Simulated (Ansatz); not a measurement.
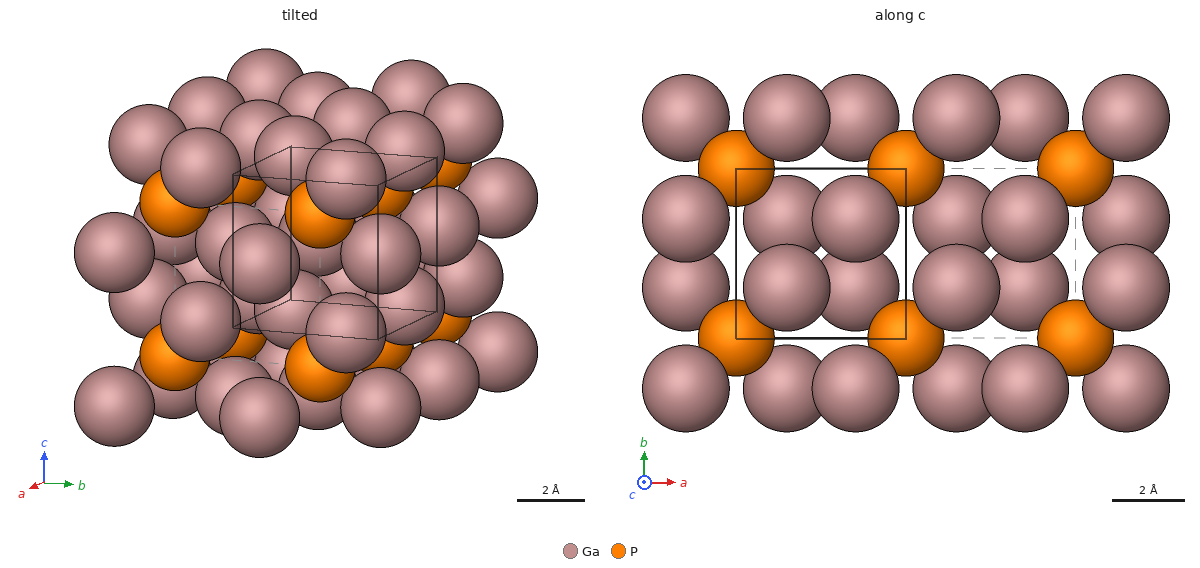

We look at a space-filling model of the crystal slightly off an axis and along the c axis. A 2×1×1 array of cells is drawn; the simulation cell has the solid edges. Finite groups of bonded atoms are drawn whole.

This input was run:
```yaml
crystal:
  lattice:
    - [4.7148893921, 0.0, 0.0]
    - [0.0, 4.7148893921, 0.0]
    - [0.0, 0.0, 4.7148893921]
  atoms:
    - { symbol: Ga, position: [0.2971284292, 0.2971284292, 0.2971284292] }
    - { symbol: Ga, position: [0.7028715708, 0.7028715708, 0.2971284292] }
    - { symbol: Ga, position: [0.2971284292, 0.7028715708, 0.7028715708] }
    - { symbol: Ga, position: [0.7028715708, 0.2971284292, 0.7028715708] }
    - { symbol: P, position: [0.0, 0.0, 0.0] }
basis:
  ecutwfc: 420
kpoints:
  mp_grid: { grid: [8, 8, 8] }
  band_path:
    path:
      - [[0.0, 0.0, 0.0], [0.0, 0.5, 0.0], [0.5, 0.5, 0.0], [0.0, 0.0, 0.0], [0.5, 0.5, 0.5], [0.0, 0.5, 0.0]]
      - [[0.5, 0.5, 0.5], [0.5, 0.5, 0.0]]
    npoints: 14
hamiltonian:
  xc: pbe
scf:
  occupations: { method: gaussian, width: 0.1 }
  n_extra_bands: 12
output:
  forces: true
  stress: true
  eigenvalues: true
  populations: true
  dos: { projected: true, de: 0.02, nscf_kmesh: { grid: [10, 10, 10] } }
  bader: true
  write_density: true
  write_potential: true
  elf: true
  volumetric_format: npy
```
Run as:
```sh
ansatz run input.yaml --threads 1 --pin off --max-ram 2560MiB --backend cpu --events-out ev --progress --plain --runs-dir out
```

Theory: DFT PBE, scalar-relativistic, plane waves, PAW (Ansatz 0.2.0). Numerical settings: plane-wave cutoff 420 eV, an 8×8×8 grid in reciprocal space, Gaussian smearing of 0.1 eV, no spin polarisation.

What is the electronic character?

Answer. A metal: bands cross the Fermi level.

Which way would the volume go on relaxing?

Answer. The computed pressure is 0.0 GPa, close to zero.

Starting structure: a structure type filled with these elements by a generator (whether the compound takes this form wasn't checked). Earlier steps of the study, as a rule a relaxation of our own, may have changed the cell and positions, so they can lie some per cent off the listed ones. An electronic-structure calculation with Ansatz was run on it.
